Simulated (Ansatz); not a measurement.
**Al8O: 5 runs along one coordinate**

System: Al8O (defect cell, 9 atoms in the cell).
Method: DFT PBE+D3(BJ), scalar-relativistic, plane waves, PAW, PAW set soft_1, no spin polarisation (Ansatz 0.2.0).

The 5 runs differ only in the geometry, by a shift of atoms along one path in a fixed cell. The shift s is measured from run 3: O9 moves along the Cartesian direction (0.00, 0.00, −1.00). The structure derives from a Materials Project entry.

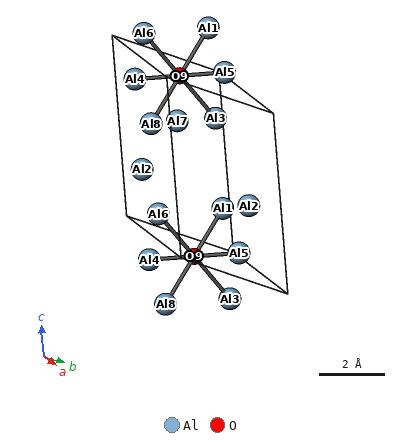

Figure 1. The structure of run 3 (ball-and-stick view of the cell of the calculation, seen slightly off an axis; atoms are numbered from 1 in the order of the input).

### Input of run 3
```yaml
crystal:
  lattice:
    - [-1.4017850509, 2.4279629295, -4.6750895444]
    - [-1.4017850509, 2.4279629295, 4.6750895444]
    - [5.6071402037, -1.0e-10, 0.0]
  atoms:
    - { symbol: Al, position: [0.7916666667, 0.5416666667, 0.3333333333] }
    - { symbol: Al, position: [0.2916666667, 0.0416666667, 0.3333333333] }
    - { symbol: Al, position: [0.7916666667, 0.5416666667, 0.8333333333] }
    - { symbol: Al, position: [0.2916666667, 0.0416666667, 0.8333333333] }
    - { symbol: Al, position: [0.2083333333, 0.4583333333, 0.1666666667] }
    - { symbol: Al, position: [0.7083333333, 0.9583333333, 0.1666666667] }
    - { symbol: Al, position: [0.2083333333, 0.4583333333, 0.6666666667] }
    - { symbol: Al, position: [0.7083333333, 0.9583333333, 0.6666666667] }
    - { symbol: O, position: [0.7499650415, 0.2499650415, 0.999930083] }
basis:
  ecutwfc: 420
kpoints:
  mp_grid: { grid: [8, 8, 8] }
hamiltonian:
  xc: pbe
  pseudopotentials: { kind: paw, azcp: { folder: soft_1 } }
  dispersion: d3bj
scf:
  occupations: { method: gaussian, width: 0.15 }
output:
  forces: true
  stress: true
  eigenvalues: true
  write_density: true
  write_potential: true
  elf: true
  volumetric_format: npy
```

Command:
```bash
ansatz run input.yaml --threads 4 --pin off --max-ram 8192MiB --backend cpu --events-out ev --progress --plain --runs-dir out
```

Run 2 differs from it as follows:
```diff
-    - { symbol: O, position: [0.7499650415, 0.2499650415, 0.999930083] }
+    - { symbol: O, position: [0.7082983748, 0.2916317082, 0.999930083] }
```

### Results, with one run withheld

```csv
run,shift s of O9 (Å),"free energy per atom, from the lowest run given (meV)",force along the path (eV/Å)
1,−0.7792,82.91,1.706
2,−0.3896,?,?
3,0.0000,0.00,0.000
4,0.3896,19.03,−0.977
5,0.7792,82.91,−1.706
```

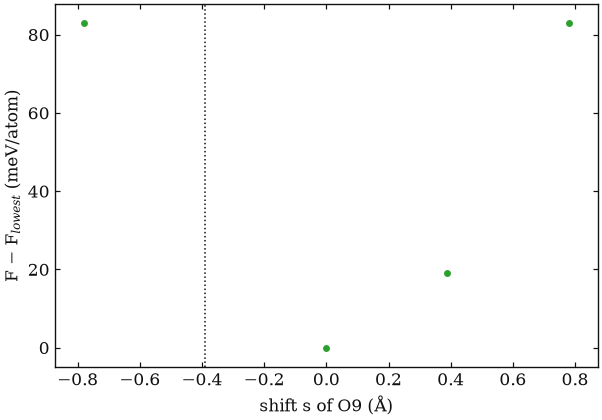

Figure 2. Free energy per atom of the runs given; the dotted line marks run 2.

Fit the runs given and predict run 2.

A quadratic polynomial in the coordinate, fitted to the 4 runs given, misses them by at most 0.99 meV per atom. With x = s − 0.0974, it reads F = 0.53352 + 26.482 x + 137.57 x² (meV per atom). At run 2 it gives 20.26 meV per atom, and the run itself gives 19.03. The slope of the fit gives a force −dF/ds of 0.968 eV/Å along the path (summed over the atoms that move), and the printed forces give 0.977 eV/Å. The fit has its minimum at s = 0.0012 Å. So low a polynomial doesn't follow these energies more closely.

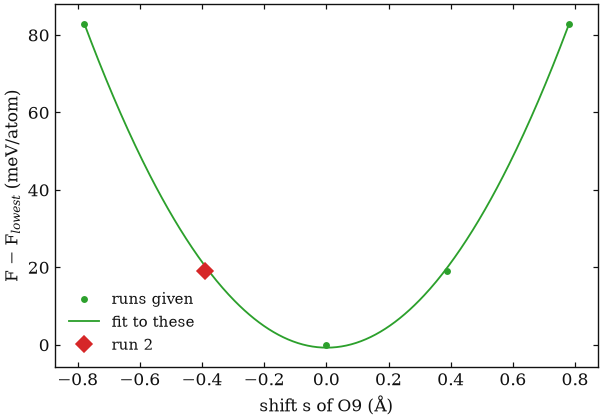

Figure 3. The fit and the withheld run.

### Output, shortened to warnings, some set-up lines, iterations and results (run 2)
```
Basis set: ecut = 420 eV, 2495 PW (Γ), exchange–correlation on 80×80×80 points (8 copies of the dense FFT grid, shifted against one another)
Symmetry: 2 space group operations
k-points: 150 of 512 (time reversal used)
Initial density: superposition of atomic densities (chi_scale 0.1, normalization cell, long waves kept (reshape's long-wave potential 0.19 eV rms))
[...]
SCF iter   1: F=—  HF=-4872.435259 eV  |F-HF|=—  |Δ(HF+E_count)|=         —  Δρ=7.50e-2  dr2=1.46e1  ethr=3.10e-3  ⟨swp⟩=7.0  Hψ=20267  notcnv=0
SCF iter   2: F=—  HF=-4870.412925 eV  |F-HF|=—  |Δ(HF+E_count)|=    2.02e0  Δρ=3.35e-2  dr2=4.32e0  ethr=3.10e-3  ⟨swp⟩=2.4  Hψ=8144  notcnv=0  defer=361
SCF iter   3: F=—  HF=-4869.282602 eV  |F-HF|=—  |Δ(HF+E_count)|=    1.13e0  Δρ=9.01e-3  dr2=2.97e-1  ethr=3.10e-3  ⟨swp⟩=2.8  Hψ=6618  notcnv=0  defer=357
SCF iter   4: F=—  HF=-4869.195721 eV  |F-HF|=—  |Δ(HF+E_count)|=   8.69e-2  Δρ=2.31e-3  dr2=1.02e-2  ethr=9.90e-4  ⟨swp⟩=2.6  Hψ=6342  notcnv=0  defer=344
SCF iter   5: F=—  HF=-4869.193173 eV  |F-HF|=—  |Δ(HF+E_count)|=   2.55e-3  Δρ=4.45e-4  dr2=1.41e-4  ethr=3.39e-5  ⟨swp⟩=2.7  Hψ=5843  notcnv=0  defer=344
SCF iter   6: F=—  HF=-4869.193139 eV  |F-HF|=—  |Δ(HF+E_count)|=   3.40e-5  Δρ=4.64e-5  dr2=4.53e-6  ethr=4.70e-7  ⟨swp⟩=2.2  Hψ=4596  notcnv=0  defer=344
SCF iter   7: F=—  HF=-4869.193137 eV  |F-HF|=—  |Δ(HF+E_count)|=   1.81e-6  Δρ=9.93e-6  dr2=1.04e-7  ethr=1.51e-8  ⟨swp⟩=2.3  Hψ=5079  notcnv=0  defer=344
SCF iter   8: F=-4869.193137 eV  HF=-4869.193137 eV  |F-HF|=3.06e-10  |Δ(HF+E_count)|=   2.89e-8  Δρ=1.10e-6  dr2=1.13e-9  ethr=3.33e-10  ⟨swp⟩=14.3  Hψ=24972  notcnv=0
SCF 1 converged in 8 iterations: F = -4869.193137 eV  dr2 = 1.13e-9
SCF converged after 8 iterations
Free energy (F): -4869.193137 eV
Harris-Foulkes:  -4869.193137 eV  (|F-HF|=3.06e-10)
Internal energy: -4869.151831 eV  (E = F + TS)
E sigma→0 (E₀):  -4869.172484 eV
Entropy (-TS):   -0.041306 eV (-4.590 meV/atom)
Fermi energy:    9.142503 eV
--- Per-component energies (eV) ---
  E_band       = 81.735829
  E_kinetic    = 366.962554
  E_local      = -503.837531  (includes V_loc(G=0)·N_el)
  E_nonlocal   = 134.255575
  E_hartree    = 245.030951
  E_xc         = -378.959421
  E_vxc        = -332.495417  (∫ρ·V_xc dr)
  E_paw        = -3919.723324  (= ΣΔE_a)
  E_vpaw       = -73.212299  (= ΣTr[D̂ρ^β])
  E_aug_tail   = 0.000762  (compensation charges beyond the density's cutoff)
  E_ewald      = -809.853021
  E_disp       = -3.028376  (pairwise vdW)
  E_smearing   = -0.041306  (= −TS)
  E_closure    = 0.000000  (closes the sum)
  Σ components = -4869.193137   (vs F -4869.193137, Δ=0.00e0)
--- Forces (eV/Å), atoms counted from 1 ---
  atom   1  Al     1.76242843     1.01753853     1.13208882
  atom   2  Al    -0.02868503    -0.01656131    -0.01755604
  atom   3  Al    -1.77311199     1.04999942     1.03089050
  atom   4  Al     0.02277018    -2.06055974     1.03089050
  atom   5  Al    -0.04860014     0.78521514    -0.83713538
  atom   6  Al     0.65571619    -0.43469653    -0.83713538
  atom   7  Al     0.05725388     0.03305554     0.19199341
  atom   8  Al    -0.67031771    -0.38700811    -0.71684641
  atom   9  O      0.02254537     0.01301657    -0.97720392
  max |Σ_I F_I| component: 1.39e-5 eV/Å
--- Stress (GPa, compression-positive) ---
        9.294979      -0.672655      -0.009235
       -0.672655      10.071694      -0.005332
       -0.009235      -0.005332       5.949705
  P = ⅓ Tr σ = 8.4388 GPa (84.388 kbar)
```
